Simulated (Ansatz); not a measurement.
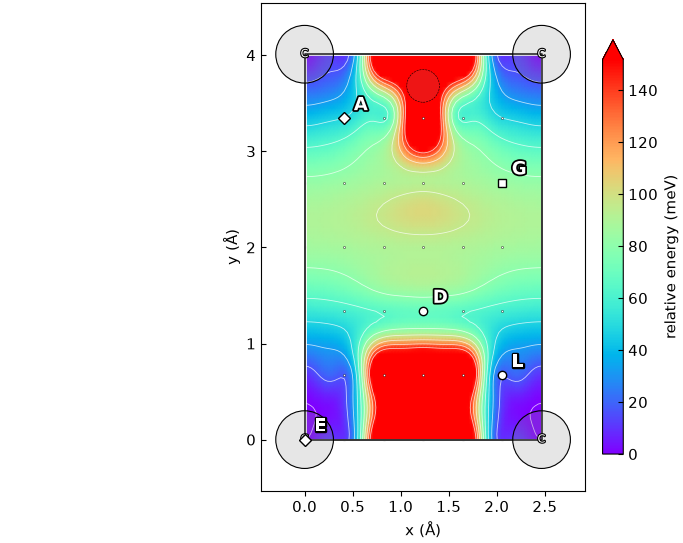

H on a C(011) slab cut from the Fmmm phase, its upper half relaxed before the scan (12 atoms of substrate and one adsorbate in a 2 × 1 cell). H is moved over the surface cell at a fixed height above a rigid substrate; the origin of the map has the adsorbate above C11; the height is held at 2.80 Å. Places are given modulo a cell vector. The map is drawn in real space over the plane of the surface. The scan uses a 6 × 6 grid; 24 points were computed and 12 follow by symmetry. Places are given in fractions of the 1 × 1 surface cell. All energies are given in meV relative to the lowest grid point. At a fixed height the lowest place need not be the adsorption site. Level of theory: Ansatz, DFT PBE+D3(BJ), scalar-relativistic, plane waves, PAW. Settings: cutoff 420 eV, k-mesh 6×7×1, gaussian smearing 0.05 eV, spin-polarised.

In the figure: a smooth colour map with a few white contour lines, dots at the grid points, labelled circles for the atoms of the top layer and small ones for the second layer, the outline of one cell of the plane, one colour for all values above the top of the scale, lettered points. Between grid points the surface is interpolated.

### What kind of point is each of D, E, G: minimum, saddle, maximum or slope?

D: saddle point; E: minimum; G: on a slope. (In these two coordinates alone; a stationary point may lie a little off the grid point.)

### Rank the lettered points by energy, lowest first.

E (0 meV), L (17 meV), A (49 meV), D (68 meV), G (85 meV).

PAW datasets: the set soft_1.
